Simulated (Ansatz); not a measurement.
The Ansatz input:

```
crystal:
  lattice:
    - [8.6680824697, 0.0, 0.0]
    - [0.0, 6.1292598942, 0.0]
    - [0.0, 0.0, 22.5010618523]
  atoms:
    - { symbol: Ga, position: [0.25, 0.5, 0.3555387765] }
    - { symbol: Ga, position: [0.75, 0.5, 0.3555387765] }
    - { symbol: Sb, position: [0.5, 0.25, 0.3555387765] }
    - { symbol: Sb, position: [0.0, 0.25, 0.3555387765] }
    - { symbol: Ga, position: [0.5, 0.0, 0.4518462588] }
    - { symbol: Ga, position: [0.0, 0.0, 0.4518462588] }
    - { symbol: Sb, position: [0.75, 0.75, 0.4518462588] }
    - { symbol: Sb, position: [0.25, 0.75, 0.4518462588] }
    - { symbol: Ga, position: [0.75, 0.5, 0.5481537412] }
    - { symbol: Ga, position: [0.25, 0.5, 0.5481537412] }
    - { symbol: Sb, position: [0.0, 0.25, 0.5481537412] }
    - { symbol: Sb, position: [0.5, 0.25, 0.5481537412] }
    - { symbol: Ga, position: [0.0, 0.0, 0.6444612235] }
    - { symbol: Ga, position: [0.5, 0.0, 0.6444612235] }
    - { symbol: Sb, position: [0.25, 0.75, 0.6444612235] }
    - { symbol: Sb, position: [0.75, 0.75, 0.6444612235] }
basis:
  ecutwfc: 420
kpoints:
  mp_grid: { grid: [2, 3, 1] }
hamiltonian:
  xc: pbe
  dispersion: d3bj
scf:
  occupations: { method: gaussian, width: 0.1 }
output:
  forces: true
  eigenvalues: true
  write_density: true
  write_potential: true
  elf: true
  volumetric_format: npy
relax:
  adjacent_minimum: "off"
  f_tol: 0.03
  max_steps: 70
  constraints: [{ sites: [0, 1, 2, 3, 4, 5, 6, 7] }]
efield:
  axis: 3
  dipole_correction: true
  ramp_width: 0.04
```

Launched with:
```bash
ansatz run input.yaml --threads 4 --pin off --max-ram 10240MiB --backend cpu --events-out ev --progress --plain --runs-dir out
```

What does the potential across the slab give for the band edges against vacuum?

From the vacuum level at the right face the ionisation potential is 4.42 eV and the electron affinity 4.11 eV; at the left face they are 4.55 and 4.24 eV. The slab's gap, their difference before rounding, is 0.31 eV. The vacuum levels differ by 0.13 eV, so the slab carries a dipole along its normal. Some atoms were held fixed in the relaxation, which can itself make the faces differ. The outermost atoms are 6.8 Å apart, which leaves 15.7 Å of vacuum in a cell 22.5 Å high.

Spin-orbit coupling is left out, which matters for Sb.

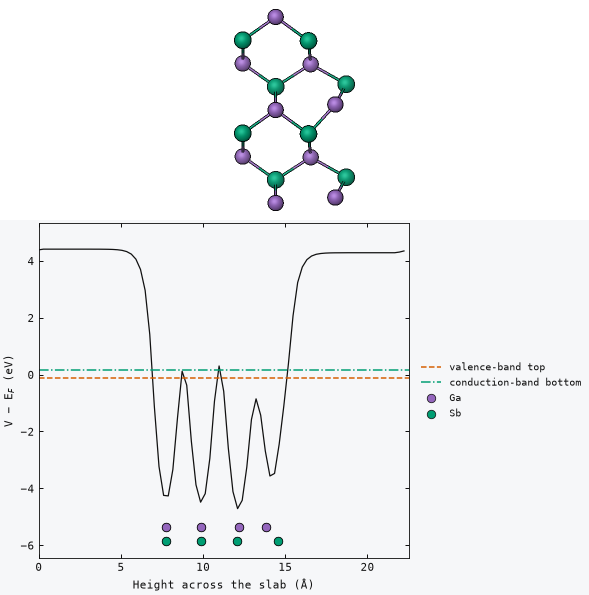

Plane-averaged electrostatic potential energy of an electron across the slab; circles at the bottom mark the heights of the atoms (positions after relaxation). The structure is drawn too.
